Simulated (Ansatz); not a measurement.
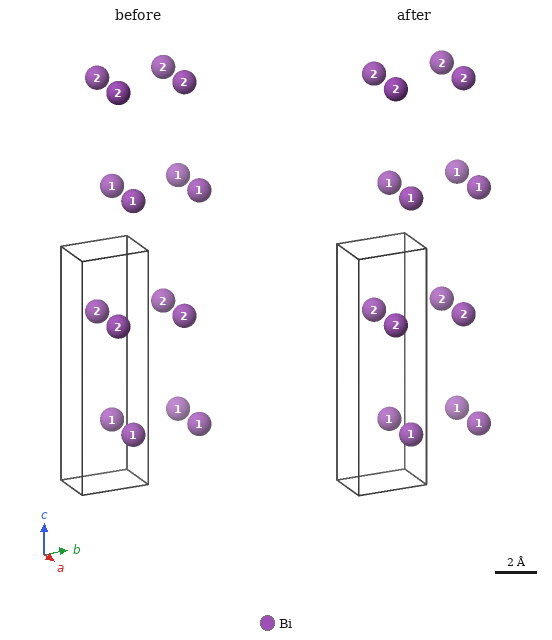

Left: a symmetric starting cell of Bi. Right: the same structure after one change, at the same scale. The picture is a ball-and-stick view of the cell of the calculation, repeated 2 × 2 × 2 with one cell outlined, seen slightly off an axis.

Method: Ansatz 0.2.0, DFT PBE, scalar-relativistic, plane waves, PAW. (plane-wave cutoff 420 eV; k-point mesh 12 × 12 × 4; occupations gaussian; smearing width 0.1 eV; no spin polarisation)

What distinguishes the right structure from the left one?

The cell is strained by +1.0 % along c and +2.5 % across it (volume +6.3 %), the atoms keeping their fractional coordinates. No relaxation follows. The starting cell wasn't computed here and needn't be at equilibrium, so pressure and forces aren't due to the change alone.

How do the computed properties respond?

The space group stays P6_3/mmc (No. 194). The pressure is −2.9 GPa (not all of it need come from the change, since the unchanged cell can be under pressure at this level too). The principal stresses (compression positive) are −0.3 GPa along c and −4.2 GPa across it. All forces vanish by symmetry.
